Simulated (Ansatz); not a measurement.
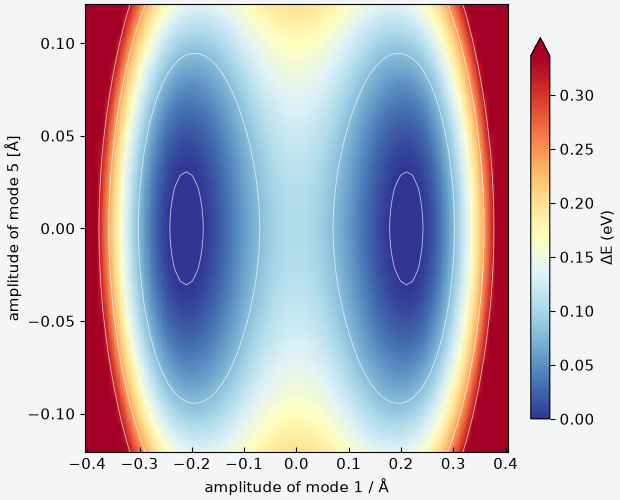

HfO2 (Fm-3m, No. 225; 6 atoms in the cell). 
- The energy is mapped over two normal modes frozen in (zone-centre modes of the 6-atom cell of this scan, which folds in the wave vector (0, 1/2, 1/2) of the primitive cell).
- First axis: amplitude of mode 1 (219i cm⁻¹), largest displacement. Second axis: amplitude of mode 5 (97 cm⁻¹), largest displacement.
- Nothing is relaxed (the cell and all other modes fixed).
- Grid: 11 × 11 points; 36 points were computed and 85 follow by symmetry.
- Points are written as (first, second).
- All energies are given in eV per cell relative to the lowest grid point.
- Computed with DFT PBEsol, scalar-relativistic, plane waves, PAW (Ansatz). Settings: cutoff 520 eV, k-mesh 6×6×6, gaussian smearing 0.05 eV, no spin polarisation.

The picture shows a smooth colour map with a few white contour lines, one colour for all values above the top of the scale. Between grid points the surface is interpolated.

The lowest grid point is at (−0.242 Å, 0.000 Å); the map holds 2 wells of about this depth. The bottom of the well lies between grid points, at about (−0.212 Å, 0.000 Å), about 0.0094 eV lower on the interpolated surface. The reference structure, at (0.000 Å, 0.000 Å), is a saddle of this map. It is the only kind of minimum in the scanned range. Relaxing all atoms from the lowest point lowers the energy by a further 0.008 eV. The highest grid point, (−0.404 Å, −0.121 Å), lies 0.717 eV above the lowest. On the interpolated surface the easiest way out of the lowest well to a well of about the same depth near (0.242 Å, 0.000 Å) passes a barrier of about 0.12 eV, counted from the interpolated bottom of the well. The reference (Fm-3m) is not the lowest structure on this map: a distortion lowers the energy (space group P4_2/nmc at the lowest grid point). The gap on the k-mesh is 4.4 eV at the lowest point and runs from 3.7 to 4.5 eV over the map.

The level of theory is changed to DFT PBE, scalar-relativistic, plane waves, PAW (Ansatz); with it change the cell, relaxed at the new level (first cell vector 3.605 Å, before 3.567 Å); the new grid has 11 × 11 points, laid about the new relaxed structure.

What does this change do to the map?

Answer. The minimum (interpolated where it lies between grid points) moves from about (−0.212 Å, 0.000 Å) to about (−0.237 Å, 0.000 Å). The easiest pass out of the lowest well goes from about 0.12 to about 0.15 eV on the interpolated surfaces. In the new map: the reference (Fm-3m) is not the lowest structure on this map: a distortion lowers the energy (space group P4_2/nmc at the lowest grid point). The gap on the k-mesh is 4.4 eV at the lowest point and runs from 3.7 to 4.5 eV over the map.

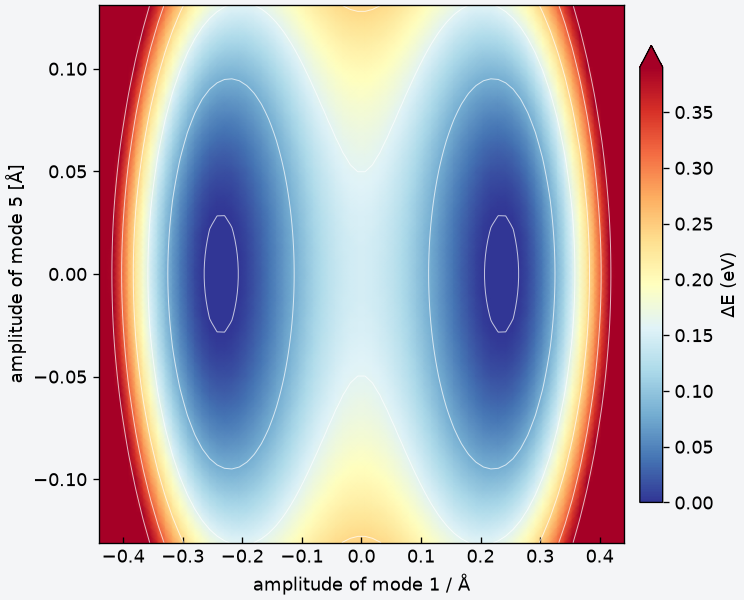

The map after the change, on a colour scale of its own. The picture shows a smooth colour map with a few white contour lines, one colour for all values above the top of the scale. Between grid points the surface is interpolated.

PAW datasets: the set soft_1.
